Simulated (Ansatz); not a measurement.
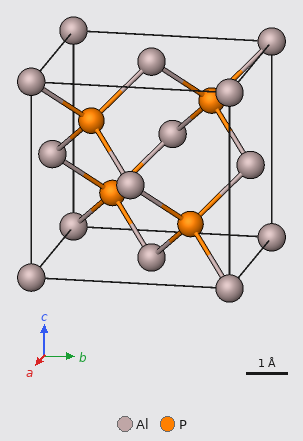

Normal modes of crystalline AlP relaxed at 30 GPa, space group F-43m (No. 216), at the zone centre. The picture is a ball-and-stick view of the conventional cell (4 times the calculation's cell), seen slightly off an axis. Lengths and directions refer to the drawn axes.

Method: DFT LDA, scalar-relativistic, plane waves, PAW in Ansatz 0.2.0. Set-up: plane-wave cutoff 420 eV; k-point mesh 10 × 10 × 10; occupations fixed; target pressure 30 GPa; no spin polarisation.

Frequencies are those without the non-analytic (LO–TO) term.

Q: List the optical modes.

A: The calculation's cell holds 2 atoms, so there are 3 optical modes, in 1 level. The optical modes span T₂. No level is unstable.

| level | symmetry | frequency (cm⁻¹) | activity |
| --- | --- | --- | --- |
| 1 | T₂ | 567 | infrared- and Raman-active |

The displacement patterns (one member of each degenerate set):

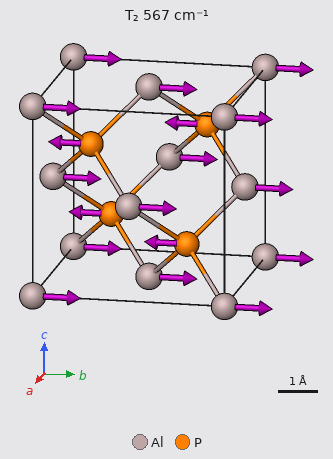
